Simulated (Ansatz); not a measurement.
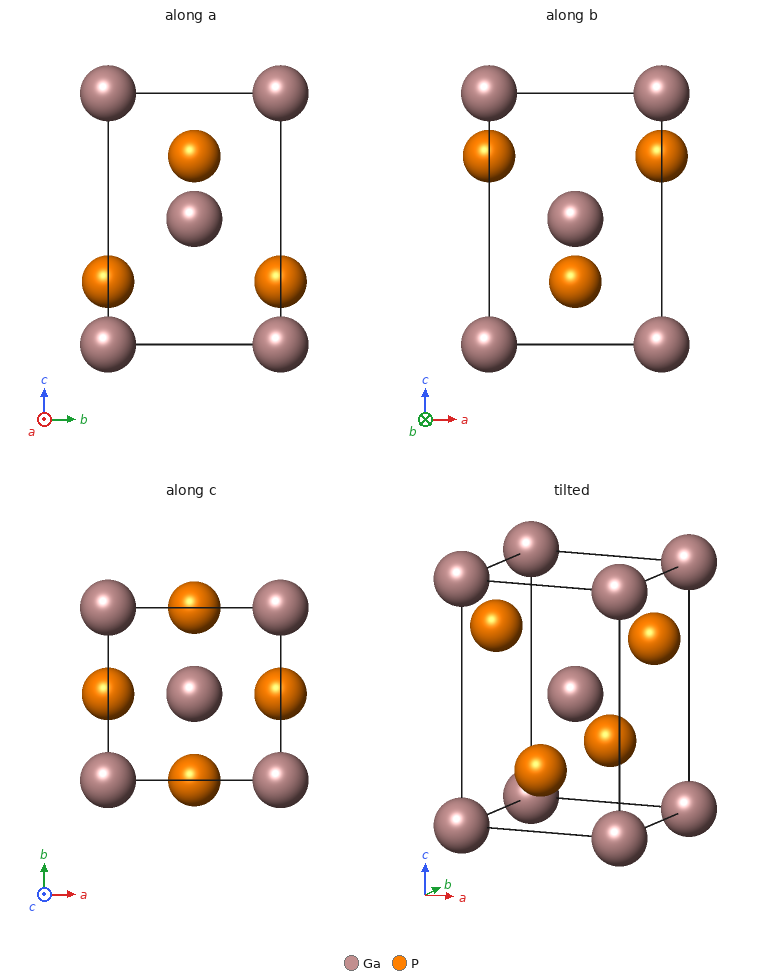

A spheres-only rendering, viewed along the a axis, along the b axis, along the c axis and slightly off an axis. The parallelepiped is the conventional unit cell.

Lattice parameters: a = 3.7437 Å, b = 3.7437 Å, c = 5.4508 Å, α = 90.000°, β = 90.000°, γ = 90.000°.

Question: Put the structure into a CIF with its space group and independent sites.

Answer:
```cif
data_structure
_symmetry_space_group_name_H-M 'I -4 m 2'
_symmetry_Int_Tables_number 119
_cell_length_a 3.7437
_cell_length_b 3.7437
_cell_length_c 5.4508
_cell_angle_alpha 90.000
_cell_angle_beta 90.000
_cell_angle_gamma 90.000
_cell_volume 76.39
loop_
_atom_site_label
_atom_site_type_symbol
_atom_site_symmetry_multiplicity
_atom_site_Wyckoff_symbol
_atom_site_fract_x
_atom_site_fract_y
_atom_site_fract_z
_atom_site_occupancy
Ga1 Ga 2 a 0.0000 0.0000 0.0000 1
P1 P 2 d 0.5000 0.0000 0.2500 1
```

The structure was taken from a structure type filled with these elements by a generator (whether the compound takes this form wasn't checked). The cell was then strained or its atoms displaced on purpose. It was run through Ansatz as a DFT input.

At this level of theory the cell isn't at rest (compressed, at 6 GPa), so its distances can differ from those at equilibrium, the more so the softer the solid.
